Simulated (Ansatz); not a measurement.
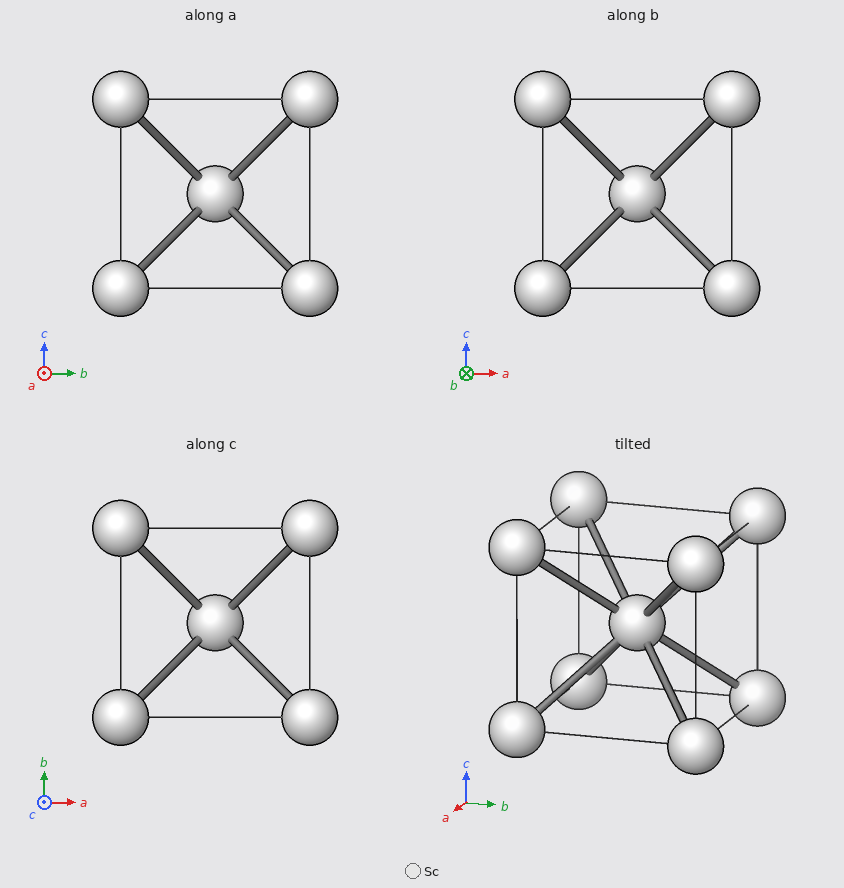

Shown here is a ball-and-stick view of the crystal, taken along the a axis, along the b axis, along the c axis and slightly off an axis. The parallelepiped is the conventional unit cell.

Lattice parameters: a = 3.718 Å, b = 3.718 Å, c = 3.718 Å, α = 90.00°, β = 90.00°, γ = 90.00°. Put a along x and b in the xy plane.

Q: Record the structure as a POSCAR file.

A:
```
Sc
1.0
     3.718    0.000    0.000
     0.000    3.718    0.000
     0.000    0.000    3.718
Sc
2
Direct
  0.0000 0.0000 0.0000
  0.5000 0.5000 0.5000
```

The model was built from a structure type filled with this element by a generator (whether the element takes this form wasn't checked). Earlier steps of the study may have refined or changed the cell and positions. It was the input of a calculation with Ansatz.
